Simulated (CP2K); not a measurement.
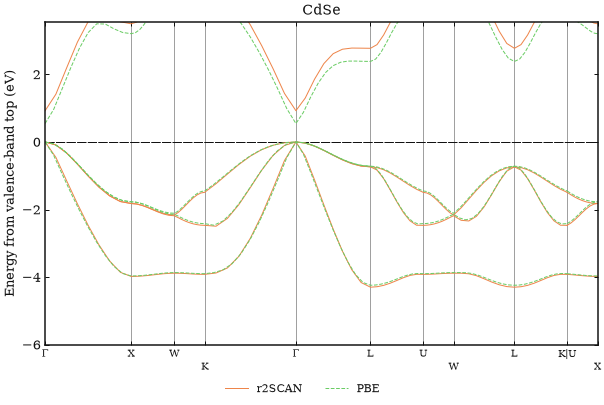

Band structures of zincblende CdSe, space group F-43m (No. 216), 2 atoms in the primitive cell (cubic a = 6.141 Å), by two methods on the same cell. Each is counted from its own valence-band top.

### What changes from one method to the other?

r2SCAN gives a gap of 0.93 eV along the path and PBE gives a gap of 0.55 eV along the path.

Settings. r2SCAN: POTENTIAL_UZH Cd GTH-SCAN-q12, Se GTH-SCAN-q6; TZVP-MOLOPT-SCAN-GTH basis, no spin polarisation, no spin-orbit coupling, 8×8×8 k mesh, Fermi-Dirac smearing of 0.026 eV (CP2K). PBE: POTENTIAL_UZH Cd GTH-PBE-q12, Se GTH-PBE-q6; TZVP-MOLOPT-PBE-GTH basis, no spin polarisation, no spin-orbit coupling, 8×8×8 k mesh, Fermi-Dirac smearing of 0.01 eV (CP2K 2026.2).

The basis of atomic orbitals isn't converged, which shifts gaps and empty levels. Spin-orbit coupling is left out, which matters for Se. LDA, GGA and most meta-GGA functionals understate gaps. The usual form of CdSe is wurtzite, though both occur.
